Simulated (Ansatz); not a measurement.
System: HgSe, space group F-43m (No. 216).

Structure:
```yaml
crystal:
  lattice:
    - [0.00000, 3.03600, 3.03600]
    - [3.03600, 0.00000, 3.03600]
    - [3.03600, 3.03600, 0.00000]
  atoms:
    - { symbol: Hg, position: [0.00000, 0.00000, 0.00000] }
    - { symbol: Se, position: [0.75000, 0.75000, 0.75000] }
```

One of the inputs:
```
crystal:
  lattice:
    - [0.0, 3.036, 3.036]
    - [3.036, 0.0, 3.036]
    - [3.036, 3.036, 0.0]
  atoms:
    - { symbol: Hg, position: [0.0, 0.0, 0.0] }
    - { symbol: Se, position: [0.75, 0.75, 0.75] }
kpoints:
  mp_grid: { grid: [8, 8, 8] }
  band_path:
    path:
      - [0.0, 0.0, 0.0]
      - [-0.5, -0.5, 0.0]
      - [-0.375, -0.375, 0.25]
      - [-0.375, 0.0, 0.375]
      - [0.0, 0.0, 0.0]
      - [0.0, 0.0, 0.5]
      - [-0.5, -0.25, 0.25]
      - [-0.5, -0.5, 0.0]
    npoints: 14
scf:
  occupations: { method: fermi_dirac, width: 0.01 }
hamiltonian:
  xc: pbe
  pseudopotentials: { kind: all_electron, lapw: { basis_error: 0.0005 } }
output:
  forces: true
  stress: true
  eigenvalues: true
  populations: true
  dos: { projected: true, de: 0.2, e_range: [-14, 8] }
```

Command:
```bash
ansatz run input.yaml --threads 1 --pin off --max-ram 3072MiB --backend cpu --events-out ev --progress --plain --runs-dir out
```

How it was computed, with Ansatz 0.2.0: periodic Kohn-Sham DFT of a crystal at fixed atoms, scaled to the stated factor times the given cell; pressure positive in compression, energy less spherical unpolarised free atoms. Level: PBE, no spin-orbit coupling.

method all-electron LAPW; relativity scalar; k mesh 8×8×8; occupations Fermi–Dirac; smearing width 0.01 eV; basis error target 0.5 (meV/atom); nucleus Gaussian.

V(given) is 27.98 Å³/atom.

Predict the energy less free atoms and pressure against V/V(given). The V/V(given) takes the values 0.94, 0.96, 0.98, 0.99, 1.00, 1.01, 1.02, 1.04, 1.06.

The energy less free atoms falls from −1.9383 eV/atom at V/V(given) 0.94 to −2.0459 eV/atom at 1.06. The pressure falls from 9.623 GPa at V/V(given) 0.94 to 1.545 GPa at 1.06.

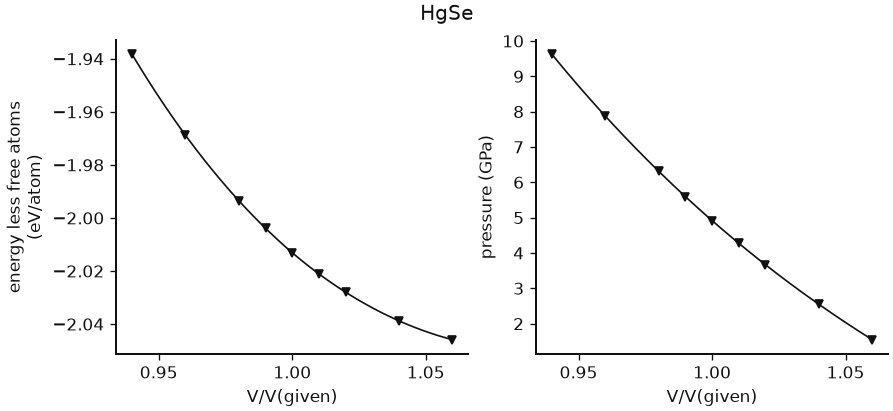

Note: no spin-orbit coupling on heavy atoms; the volumes run don't bracket the minimum of the energy, so any equilibrium value is extrapolated.
